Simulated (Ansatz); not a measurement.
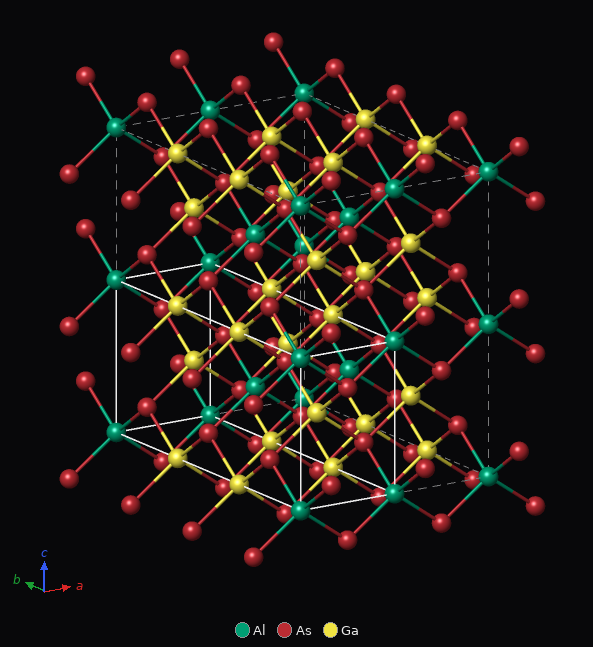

Shown here is a ball-and-stick view of the crystal, taken from a general direction. The drawing covers 2×1×2 cells, and the solid lines enclose one conventional unit cell. Some atoms of the next cells are drawn as well.

AlGa$_{2}$As$_{3}$, space group Imm2 (No. 44), a = 4.01 Å, b = 12.03 Å, c = 5.67 Å, α = 90.00°, β = 90.00°, γ = 90.00°.

Calculation details: DFT, HSE06, plane waves, PAW (Ansatz 0.2.0); plane waves up to 420 eV, k-points about 0.48 Å⁻¹ apart, no spin polarisation.

Predict the gap.

A semiconductor at this level, with a gap of 1.83 eV, direct.

What is the pressure at this volume?

The computed pressure is 0.5 GPa (compressed: it would expand).

Provenance: a structure type filled with these elements by a generator (whether the compound takes this form wasn't checked). Earlier steps of the study, as a rule a relaxation of our own, may have changed the cell and positions, so they can lie some per cent off the listed ones. A calculation with Ansatz used it as input.
